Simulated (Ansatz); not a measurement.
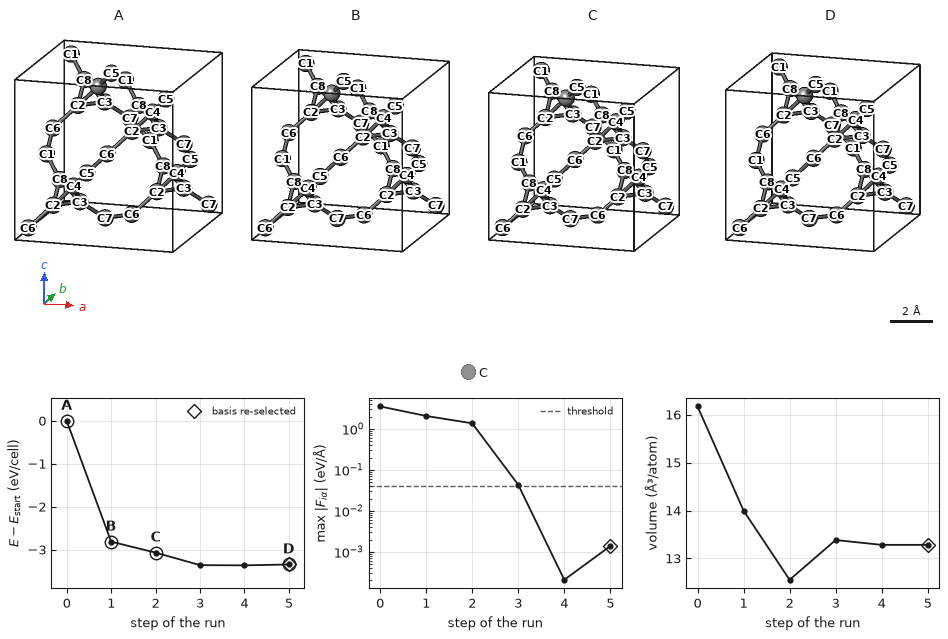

Frames of a relaxation of crystalline C (a generated structure, set up in Fd-3m) (coarse preliminary run), marked on the history of the run. Style: ball-and-stick. Shown: the conventional cell (4 times the calculation's cell), slightly off an axis. Lengths and directions refer to the drawn axes.

Level of theory: DFT PBE, scalar-relativistic, plane waves, PAW in Ansatz 0.2.0.

The input:
```yaml
crystal:
  lattice:
    - [0.0, 4.01430264, 4.01430264]
    - [4.01430264, 0.0, 4.01430264]
    - [4.01430264, 4.01430264, 0.0]
  atoms:
    - { symbol: C, position: [0.80625302, 0.06458233, 0.06458233] }
    - { symbol: C, position: [0.18541767, 0.18541767, 0.18541767] }
    - { symbol: C, position: [0.18541767, 0.18541767, 0.44374698] }
    - { symbol: C, position: [0.18541767, 0.44374698, 0.18541767] }
    - { symbol: C, position: [0.06458233, 0.80625302, 0.06458233] }
    - { symbol: C, position: [0.06458233, 0.06458233, 0.06458233] }
    - { symbol: C, position: [0.06458233, 0.06458233, 0.80625302] }
    - { symbol: C, position: [0.44374698, 0.18541767, 0.18541767] }
basis:
  ecutwfc: 420
kpoints:
  mp_grid: { grid: [4, 4, 4] }
hamiltonian:
  xc: pbe
scf:
  occupations: { method: gaussian, width: 0.1 }
  lower_state_search: "off"
output:
  forces: true
  stress: true
  eigenvalues: true
relax:
  adjacent_minimum: "off"
  f_tol: 0.04
  max_steps: 70
  cell: { stress_tol: 0.4 }
```

Command:
```bash
ansatz run input.yaml --threads 1 --pin off --max-ram 2048MiB --backend cpu --events-out ev --progress --plain --runs-dir out
```

Question: Describe the path.

Answer: The largest moves relative to the cell, 0.077 Å, are those of 8 atoms (C1, C2, C3, C4 and others). C7 goes along [−1 −1 1]. The volume changes by −17.9 %, with a = b = c 8.029 → 7.519 Å (−6.3 %). Near-neighbour distances that change, for instance: C1–C8 1.680 → 1.419 Å, C1–C5 1.467 → 1.500 Å. The space group stays Fd-3m (No. 227). The energy falls by 3.343 eV per cell of the calculation in 4 accepted moves (5 points after the start). Largest force component: 3.5 eV/Å at the start, 0.0014 eV/Å at the end. Pressure: −10.20 GPa at the start and −0.34 GPa at the end. At 1 point the geometry stayed and the basis and grid were re-selected for the new cell (energy shift of 20.4 meV per cell of the calculation at most each time). The run took 12 s on 1 thread of Arm Neoverse V1, with other jobs on the host, peak memory 0.34 GiB. From step 0 to 1: C atoms move most (0.05 Å), volume −13.4 %, energy −2.812 eV per cell of the calculation. From step 1 to 2: C atoms move most (0.05 Å), volume −10.3 %, energy −0.255 eV per cell of the calculation. From step 2 to 5: C atoms move most (0.02 Å), volume +5.8 %, energy −0.276 eV per cell of the calculation.
